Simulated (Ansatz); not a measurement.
## SnO2: a changed input and its effect

System: SnO2 (I4/mmm, 3 atoms in the cell).
Method of run 1: DFT, r2SCAN, plane waves, PAW, no spin polarisation (Ansatz 0.2.0).

The structure was built on a prototype by a generator. The geometry comes from this level: r2SCAN (a point of a series of strains). Text and figures count atoms from 1; the logs count them from 0 in places.

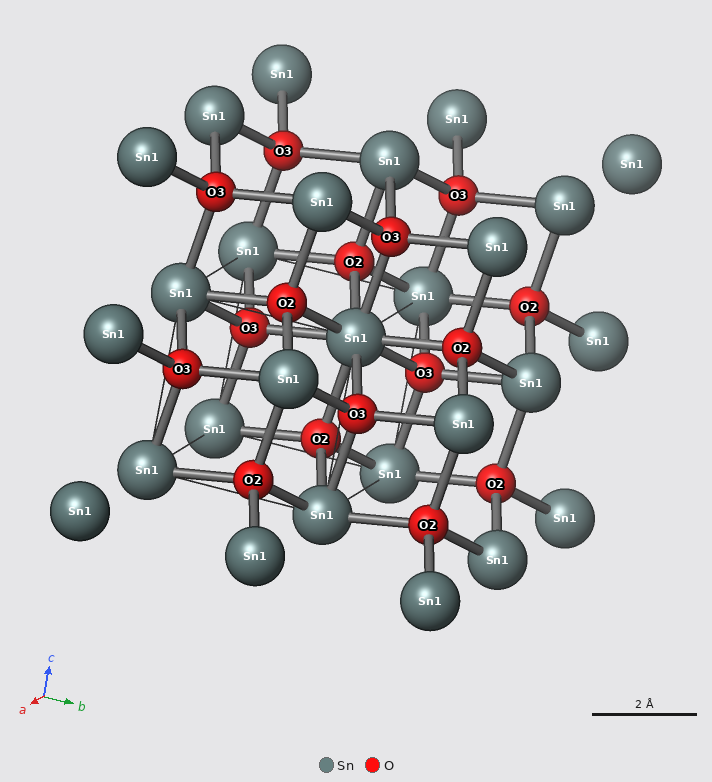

**Figure 1.** The input geometry (ball-and-stick view of the reduced cell, repeated 2 × 2 × 2, seen slightly off an axis; atoms are numbered from 1 in the order of the input).

**The input, run 1**
```yaml
crystal:
  lattice:
    - [0.0, 2.5423341048, 2.5334669704]
    - [2.5423341048, 0.0, 2.5334669704]
    - [2.5423341048, 2.5423341048, 0.0]
  atoms:
    - { symbol: Sn, position: [0.0, 0.0, 0.0] }
    - { symbol: O, position: [0.25, 0.25, 0.25] }
    - { symbol: O, position: [0.75, 0.75, 0.75] }
kpoints:
  mp_grid: { grid: [8, 8, 8] }
  band_path:
    path:
      - [0.0, 0.0, 0.0]
      - [0.5, 0.0, 0.5]
      - [0.625, 0.25, 0.625]
      - [0.375, 0.375, 0.75]
      - [0.5, 0.5, 0.5]
      - [0.5, 0.25, 0.75]
    npoints: 1
hamiltonian:
  xc: r2scan
scf:
  occupations: { method: fixed }
  n_extra_bands: 4
output:
  forces: true
  stress: true
  eigenvalues: true
```

Hardware: 4 threads of an Arm (aarch64) CPU, shared host.

**Output, shortened to warnings, some set-up lines, iterations and results (run 1)**
```
Basis set: ecut = 500 eV, 869 PW (Γ), exchange–correlation on 108×108×108 points (64 copies of the dense FFT grid, shifted against one another)
Symmetry: 16 space group operations
k-points: 59 of 512
Initial density: superposition of atomic densities (neutral atoms: chi_scale 0, normalization atom), corrected by the library's trained network
[...]
SCF iter   1: F=—  HF=-7175.309674 eV  |F-HF|=—  |Δ(HF+E_count)|=         —  Δρ=1.55e-2  dr2=7.80e-2  dr2_τ=1.42e-1  ethr=1.77e-3  ⟨swp⟩=4.2  Hψ=4413  notcnv=0  defer=96
SCF iter   2: F=—  HF=-7175.372031 eV  |F-HF|=—  |Δ(HF+E_count)|=   6.24e-2  Δρ=8.38e-3  dr2=7.98e-3  dr2_τ=3.05e-3  ethr=3.00e-4  ⟨swp⟩=2.2  Hψ=2071  notcnv=0  defer=114
SCF iter   3: F=—  HF=-7175.370911 eV  |F-HF|=—  |Δ(HF+E_count)|=   1.12e-3  Δρ=3.19e-3  dr2=1.75e-3  dr2_τ=1.20e-4  ethr=3.07e-5  ⟨swp⟩=2.0  Hψ=1478  notcnv=0  defer=118
SCF iter   4: F=—  HF=-7175.370801 eV  |F-HF|=—  |Δ(HF+E_count)|=   1.10e-4  Δρ=1.20e-3  dr2=1.93e-4  dr2_τ=1.32e-5  ethr=6.74e-6  ⟨swp⟩=2.0  Hψ=1121  notcnv=0  defer=118
SCF iter   5: F=—  HF=-7175.370796 eV  |F-HF|=—  |Δ(HF+E_count)|=   4.90e-6  Δρ=2.80e-4  dr2=9.14e-6  dr2_τ=7.76e-7  ethr=7.42e-7  ⟨swp⟩=1.0  Hψ=1003  notcnv=0  defer=12
SCF iter   6: F=—  HF=-7175.370797 eV  |F-HF|=—  |Δ(HF+E_count)|=   1.28e-6  Δρ=4.43e-5  dr2=2.61e-7  dr2_τ=1.96e-8  ethr=3.51e-8  ⟨swp⟩=1.2  Hψ=1065  notcnv=0
SCF iter   7: F=-7175.370797 eV  HF=-7175.370797 eV  |F-HF|=2.18e-10  |Δ(HF+E_count)|=   1.46e-8  Δρ=2.58e-6  dr2=9.90e-10  dr2_τ=5.93e-11  ethr=3.85e-10  ⟨swp⟩=5.7  Hψ=4353  …
SCF 1 converged in 7 iterations: F = -7175.370797 eV  dr2 = 9.90e-10
NSCF: frozen V_eff on 6 k-points
SCF converged after 7 iterations
Free energy (F): -7175.370797 eV
Harris-Foulkes:  -7175.370797 eV  (|F-HF|=2.18e-10)
Internal energy: -7175.370797 eV  (E = F + TS)
E sigma→0 (E₀):  -7175.370797 eV
Fermi energy:    11.313762 eV
--- Per-component energies (eV) ---
  E_band       = -30.060242
  E_kinetic    = 544.050375
  E_local      = -1189.963345  (includes V_loc(G=0)·N_el)
  E_nonlocal   = 65.542054
  E_hartree    = 650.350277
  E_xc         = -518.393598
  E_vxc        = -311.809918  (∫ρ·V_xc dr)
  E_paw        = -4492.504484  (= ΣΔE_a)
  E_vpaw       = -457.980871  (= ΣTr[D̂ρ^β])
  E_aug_tail   = 0.002184  (compensation charges beyond the density's cutoff)
  E_vtau       = 19.398198  (kinetic-family band-sum trace: ∫τ·v_τ [+ j·A + Jᵃ·Aᵃ] dr)
  E_ewald      = -2235.125699
  E_core_change = 0.671438  (= ΣΔE_core)
  E_smearing   = -0.000000  (= −TS)
  E_closure    = 0.000000  (closes the sum)
  Σ components = -7175.370797   (vs F -7175.370797, Δ=0.00e0)
--- Forces (eV/Å), atoms counted from 1 ---
  atom   1  Sn    -0.00000000     0.00000000    -0.00000000
  atom   2  O      0.00000000    -0.00000000     0.00000000
  atom   3  O     -0.00000000     0.00000000     0.00000000
  max |Σ_I F_I| component: 3.47e-18 eV/Å
--- Stress (GPa, compression-positive) ---
       -2.112547       0.000000       0.000000
        0.000000      -2.112547       0.000000
        0.000000      -0.000000      -0.402688
  P = ⅓ Tr σ = -1.5426 GPa (-15.426 kbar)
```

For run 2 the input was changed thus:
```diff
-  xc: r2scan
+  xc: pbe
-  occupations: { method: fixed }
+  occupations: { method: fermi_dirac, width: 0.02 }
```

How does run 2 compare with run 1?

The total energies belong to different methods, so their difference says nothing on which is more stable or more accurate. The gap on the mesh goes from 0.76 to 0.21 eV. The pressure goes from −1.54 to 7.71 GPa. The functional changes from r2SCAN to PBE. The SCF takes 6 iterations against 7. The default cutoff goes from 500 to 420 eV with the change. The plane waves at Γ go from 869 to 629.

**Output, shortened to warnings, some set-up lines, iterations and results (run 2)**
```
Basis set: ecut = 420 eV, 629 PW (Γ), exchange–correlation on 48×48×50 points (8 copies of the dense FFT grid, shifted against one another)
Symmetry: 16 space group operations
k-points: 59 of 512
Initial density: superposition of atomic densities (neutral atoms: chi_scale 0, normalization atom), corrected by the library's trained network
[...]
SCF iter   1: F=—  HF=-7158.200244 eV  |F-HF|=—  |Δ(HF+E_count)|=         —  Δρ=5.43e-3  dr2=9.01e-3  ethr=1.77e-3  ⟨swp⟩=6.0  Hψ=5067  notcnv=0
SCF iter   2: F=—  HF=-7158.198068 eV  |F-HF|=—  |Δ(HF+E_count)|=   2.18e-3  Δρ=3.00e-3  dr2=2.04e-3  ethr=3.47e-5  ⟨swp⟩=2.2  Hψ=2124  notcnv=0
SCF iter   3: F=—  HF=-7158.197652 eV  |F-HF|=—  |Δ(HF+E_count)|=   4.16e-4  Δρ=5.98e-4  dr2=6.47e-5  ethr=7.85e-6  ⟨swp⟩=2.0  Hψ=1583  notcnv=0
SCF iter   4: F=—  HF=-7158.197881 eV  |F-HF|=—  |Δ(HF+E_count)|=   2.29e-4  Δρ=8.94e-5  dr2=1.75e-6  ethr=2.49e-7  ⟨swp⟩=2.0  Hψ=1621  notcnv=0
SCF iter   5: F=-7158.197888 eV  HF=-7158.197888 eV  |F-HF|=4.63e-8  |Δ(HF+E_count)|=   6.37e-6  Δρ=1.08e-5  dr2=1.71e-8  ethr=6.72e-9  ⟨swp⟩=2.1  Hψ=1763  notcnv=0
SCF iter   6: F=-7158.197888 eV  HF=-7158.197888 eV  |F-HF|=2.32e-9  |Δ(HF+E_count)|=   5.90e-8  Δρ=3.18e-6  dr2=2.16e-9  ethr=6.58e-11  ⟨swp⟩=3.2  Hψ=3840  notcnv=0
SCF 1 converged in 6 iterations: F = -7158.197888 eV  dr2 = 2.16e-9
NSCF: frozen V_eff on 6 k-points
SCF converged after 6 iterations
Free energy (F): -7158.197888 eV
Harris-Foulkes:  -7158.197888 eV  (|F-HF|=2.32e-9)
Internal energy: -7158.197874 eV  (E = F + TS)
E sigma→0 (E₀):  -7158.197881 eV
Entropy (-TS):   -0.000013 eV (-0.004 meV/atom)
Fermi energy:    11.774585 eV
--- Per-component energies (eV) ---
  E_band       = -10.418239
  E_kinetic    = 542.672005
  E_local      = -1188.790079  (includes V_loc(G=0)·N_el)
  E_nonlocal   = 67.076792
  E_hartree    = 647.986811
  E_xc         = -527.835350
  E_vxc        = -282.572014  (∫ρ·V_xc dr)
  E_paw        = -4464.187263  (= ΣΔE_a)
  E_vpaw       = -444.785100  (= ΣTr[D̂ρ^β])
  E_aug_tail   = 0.004909  (compensation charges beyond the density's cutoff)
  E_ewald      = -2235.125699
  E_smearing   = -0.000013  (= −TS)
  E_closure    = 0.000000  (closes the sum)
  Σ components = -7158.197888   (vs F -7158.197888, Δ=0.00e0)
--- Forces (eV/Å), atoms counted from 1 ---
  atom   1  Sn    -0.00000000     0.00000000    -0.00000000
  atom   2  O      0.00000000     0.00000000     0.00000000
  atom   3  O     -0.00000000    -0.00000000     0.00000000
  max |Σ_I F_I| component: 1.26e-29 eV/Å
--- Stress (GPa, compression-positive) ---
        7.175664       0.000000       0.000000
        0.000000       7.175664       0.000000
        0.000000       0.000000       8.767048
  P = ⅓ Tr σ = 7.7061 GPa (77.061 kbar)
```

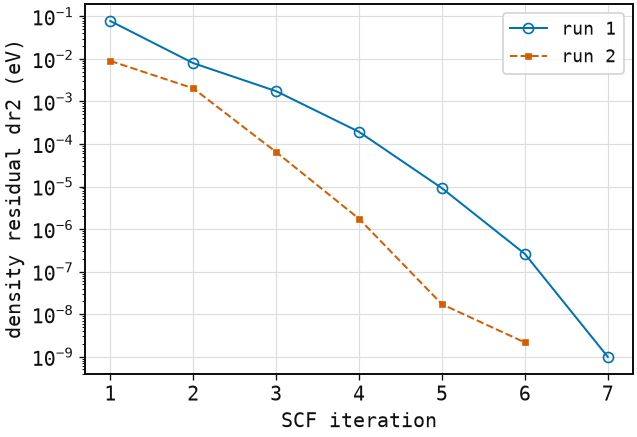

**Figure 2.** Convergence of the two runs: density residual dr2 against the SCF iteration. Run 1 takes 7 iterations in all, and run 2 takes 6.

**The two runs side by side**

```tsv
quantity	run 1	run 2
outcome	converged	converged
free energy per atom (eV)	−2391.7903	−2386.0660
gap on the mesh (eV)	0.76	0.21
pressure (GPa)	−1.54	7.71
largest force (eV/Å)	0.000	0.000
SCF iterations	7	6
irreducible k-points	59	59
plane waves at Γ	869	629
wall time (shared host)	1.4 s	0.59 s
```

For run 2: The cell is under a pressure of 7.7 GPa at this level, so it is not at its equilibrium volume.
